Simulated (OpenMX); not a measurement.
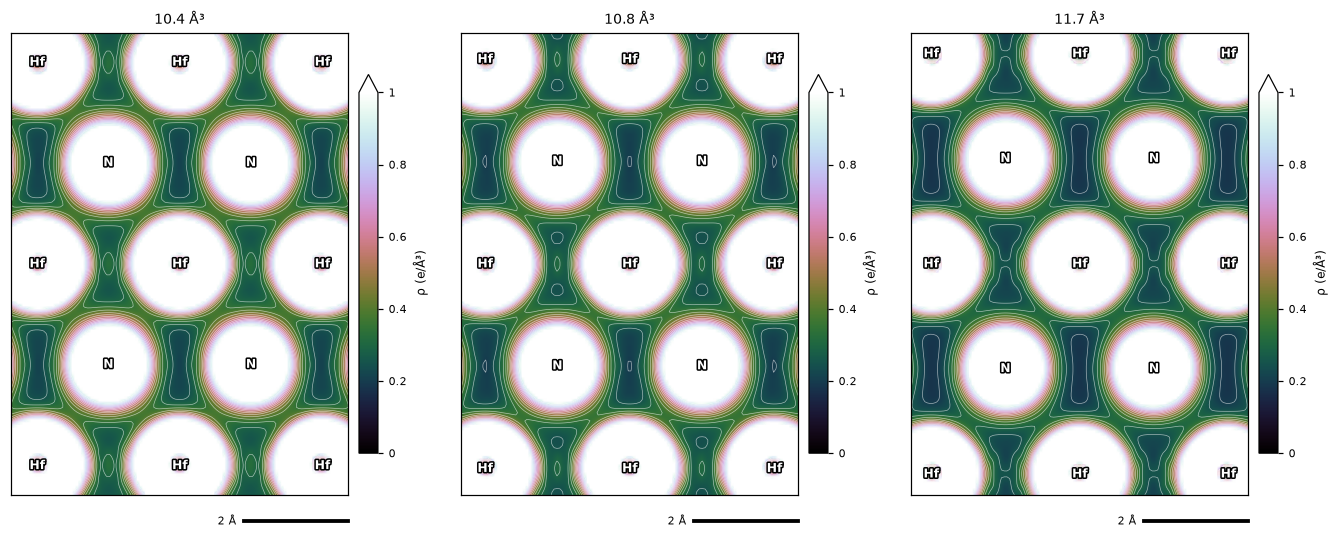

HfN. The valence electron density of cells scaled evenly to different volumes (given per atom above each panel), on the (11̄0) plane of each (indices in the axes of the cell below), at one length scale and on one colour scale.

A generated structure, not necessarily the stable one.

Computed with OpenMX, Kohn-Sham DFT of a periodic cell, PBE, OpenMX 2013 PBE set.

Core electrons are replaced by pseudopotentials, and the valence fields are smoothed inside the atomic spheres.

The largest cell:

```xyz
2
Lattice="2.8984 0.0000 0.0000 0.0000 2.8984 0.0000 0.0000 0.0000 2.8984" Properties=species:S:1:pos:R:3 pbc="T T T"
Hf    1.4492    1.4492    1.4492
N     0.0000    0.0000    0.0000
```

| volume (Å³/atom) | Hf–N contact in the plane (Å) | ρ at its midpoint (e/Å³) | pressure (GPa) | 
| --- | --- | --- | --- |
| 10.37 | 2.379 | 0.377 | 19.6 | 
| 10.82 | 2.413 | 0.352 | 7.3 | 
| 11.27 | 2.447 | ? | ? | 
| 11.72 | 2.479 | 0.310 | −10.4 | 
| 12.17 | 2.510 | 0.292 | −16.7 | 

> Estimate the missing row, and compare with the calculation.

Over the known rows ln ρ falls by 1.95 per Å of Hf–N distance (a least-squares line), which gives 0.330 e/Å³ at 2.447 Å; the calculation gives 0.330 e/Å³. For the pressure, a straight line in volume between the neighbouring rows gives −1.5 GPa; the calculation gives −2.4, lower because pressure rises ever faster on compression.
